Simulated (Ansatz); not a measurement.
**SiC (Cmc2_1): refractive index against wavelength**

The refractive index of SiC (Cmc2_1) along x below the direct gap (3.12 eV on the mesh) is read from one computed spectrum, n = √(Re ε). x, y and z are the Cartesian axes of the input cell.

Cell: a, b, c = 3.080, 3.080, 15.122 Å (primitive vectors), 12 atoms.

Method: Ansatz 0.2.0, PBE, independent particles, k-mesh 8×8×2 with interpolation inside its cells, Gaussian parameter 0.15 eV.

Launch of the response step: `ansatz run input.yaml --threads 4 --pin off --max-ram 8192MiB --backend cpu --events-out ev --progress --plain --runs-dir out`. The run took 1.9 min, on 4 threads of Arm Neoverse V1, on a shared host.

```tsv
wavelength (nm)	photon energy E (eV)	n
2000	0.620	2.6913
1550	0.800	2.6971
1310	0.946	2.7029
1064	1.165	2.7137
850	1.459	2.7321
700	1.771	2.7573
633	1.959	?
```

In the single-oscillator model n² − 1 = E₀E_d/(E₀² − E²), so 1/(n² − 1) = E₀/E_d − E²/(E₀E_d) is linear in E².

Working, on the rows shown:

| x = E² (eV²) | y = 1/(n² − 1) |
| --- | --- |
| 0.384302 | 0.160177 |
| 0.639837 | 0.159379 |
| 0.895757 | 0.158587 |
| 1.35784 | 0.15713 |
| 2.12762 | 0.154694 |
| 3.13716 | 0.151453 |

Means: x̄ = 1.4238, ȳ = 0.1569. Σ(x − x̄)(y − ȳ) = -0.01714, Σ(x − x̄)² = 5.409. Slope = -0.01714 / 5.409 = -0.003169; intercept = ȳ − slope · x̄ = 0.16142. Turned back into n, the line misses the rows shown by at most 0.00016.

Question: Fill in the last column of the withheld row.

Answer: At x = 3.8364 the line gives y = 0.14926, that is 2.7749. The run gave 2.7754, so the extrapolation is off by 0.00055, 0.7 % of the range in the table.

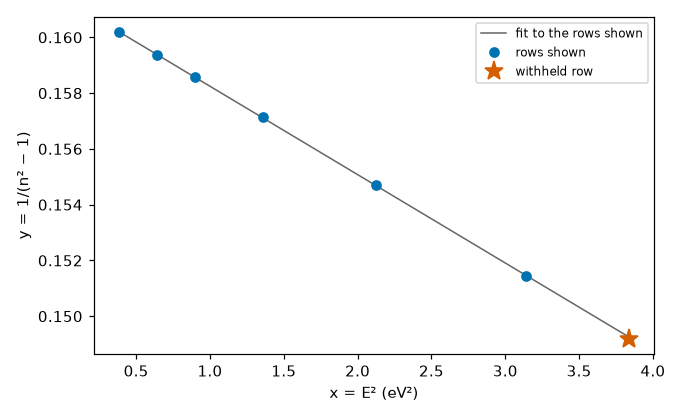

Refitted with all rows, the slope is -0.003182 and the intercept 0.16143. These give E₀ = √(intercept/−slope) = 7.12 eV and E_d = E₀/intercept = 44.1 eV; E₀ is 2.3 times the direct gap. The electronic limit at long wavelengths, without lattice vibrations, is n = √(1 + 1/intercept) = 2.682. Excitons are left out and so are local fields; PBE gaps are as a rule too small.

[Logs are printed without paths, hosts, clocks, repeated set-up lines and the standing remarks that a program may print on its own settings, such as how far it seeks lower states.]
